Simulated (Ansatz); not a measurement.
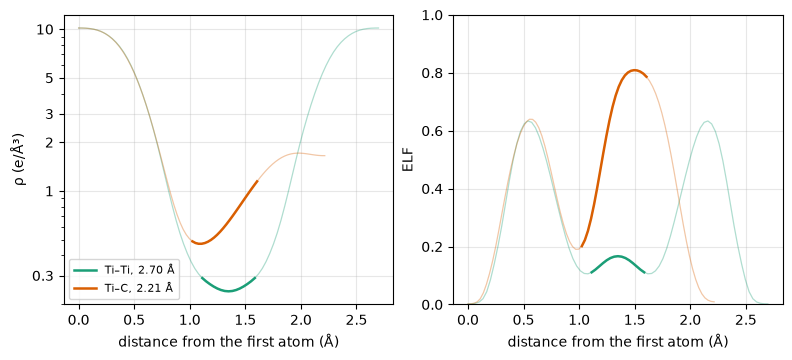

TiC. Valence electron density and ELF along straight lines between neighbouring atoms. Thin, pale parts lie inside the atomic spheres.

Space group P-6m2; a structure generated by program, which may or may not match a known phase; computed without spin polarisation.

Level of theory: DFT PBE, scalar-relativistic, plane waves, PAW in Ansatz.

Core electrons are frozen (PAW), and the valence fields are smoothed inside the atomic spheres.

> What can be read from the curves?

Ti–Ti (2.70 Å): ρ is about 0.24 e/Å³ halfway; the ELF is about 0.15 at the midpoint (no shared electron pair shows on this line).
Ti–C (2.21 Å): the density is about 0.47 e/Å³ at the midpoint; the ELF peaks at about 0.80 in the valence shell of C, 0.7 Å from its nucleus, and is about 0.30 at the midpoint.
